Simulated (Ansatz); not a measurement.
**SnSe$_{2}$: density, localisation and related maps**

Input

```
crystal:
  lattice:
    - [1.9054993908, -3.3004217586, 0.0]
    - [0.0, 0.0, -6.137]
    - [12.195196101, 5.2806748139, 0.0]
  atoms:
    - { symbol: Sn, position: [-0.35, 0.0, 0.875] }
    - { symbol: Sn, position: [0.45, 0.0, 0.125] }
    - { symbol: Sn, position: [-0.15, 0.0, 0.375] }
    - { symbol: Sn, position: [0.25, 0.0, 0.625] }
    - { symbol: Se, position: [0.1166666667, 0.75, 0.9583333333] }
    - { symbol: Se, position: [-0.0833333333, 0.75, 0.2083333333] }
    - { symbol: Se, position: [0.3166666667, 0.75, 0.4583333333] }
    - { symbol: Se, position: [-0.2833333333, 0.75, 0.7083333333] }
    - { symbol: Se, position: [-0.0166666667, 0.25, 0.0416666667] }
    - { symbol: Se, position: [0.3833333333, 0.25, 0.2916666667] }
    - { symbol: Se, position: [-0.2166666667, 0.25, 0.5416666667] }
    - { symbol: Se, position: [0.1833333333, 0.25, 0.7916666667] }
basis:
  ecutwfc: 420
kpoints:
  mp_grid: { grid: [7, 5, 2] }
hamiltonian:
  xc: pbe
  dispersion: d3bj
scf:
  occupations: { method: gaussian, width: 0.05 }
output:
  forces: true
  stress: true
  eigenvalues: true
  write_density: true
  write_potential: true
  elf: true
  volumetric_format: npy
```

Command:

```sh
ansatz run input.yaml --threads 2 --pin off --max-ram 5120MiB --backend cpu --events-out ev --progress --plain --runs-dir out
```

Below, planes, directions and counts refer to the conventional cell (a = 3.81 Å, b = 6.14 Å, c = 13.29 Å, α = 90.00°, β = 96.59°, γ = 90.00°).

Space group P-1; not relaxed (largest force 1.0 eV/Å); computed pressure about 3 GPa in this cell.

Level of theory: DFT PBE+D3(BJ), scalar-relativistic, plane waves, PAW in Ansatz.

In a PAW calculation such maps are meaningful between the atoms, not at the nuclei.

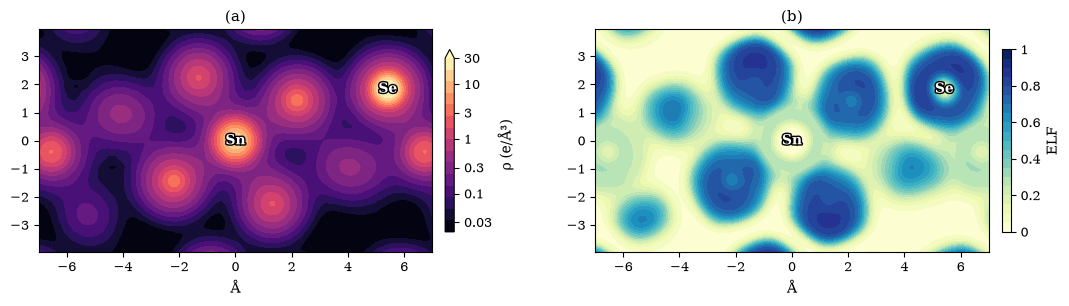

Figure 1. (a) valence charge density (pseudo); (b) electron localisation function on the (11̄0) plane of the conventional cell.

What do the fields say about this system?

- The plane passes through Sn and Se nuclei.
- Atoms just off the plane (Sn, 0.6 Å away and Se, 0.6 Å away) can leave unmarked features too.
- Between the atoms the lowest density in this plane is 0.01 e/Å³.
- The ELF also peaks beside Se, away from the bonds: lone-pair regions.

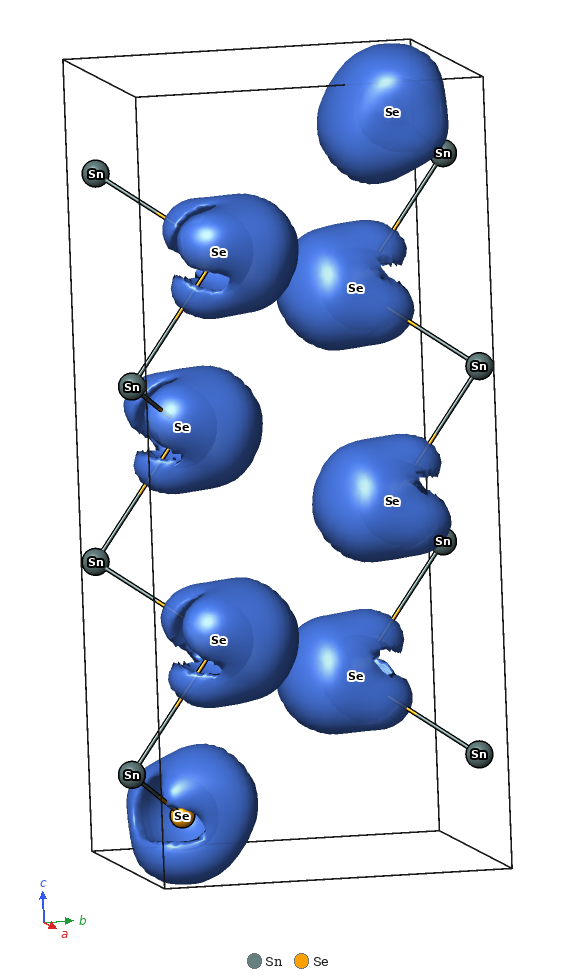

Figure 2. Isosurface of the ELF at 0.75 (blue), seen slightly off an axis. Only the valence region is drawn (cores and ρ < 0.01 e/Å³ removed). Sticks mark near contacts.

Where are the electrons localised?

At this value the surface marks out eight regions wrapped around Se (the valence shell of each), counted in one cell of 12 atoms. Regions shared between cells count once.


Sn–Se (2.68 Å): the ELF is about 0.55 at the midpoint. Sn–Se (3.09 Å): the ELF is about 0.35 at the midpoint and 0.25 at its lowest between the atoms.

Does the calculation make it a metal, or give it a gap?

It is gapless in this calculation (a metal or semimetal).
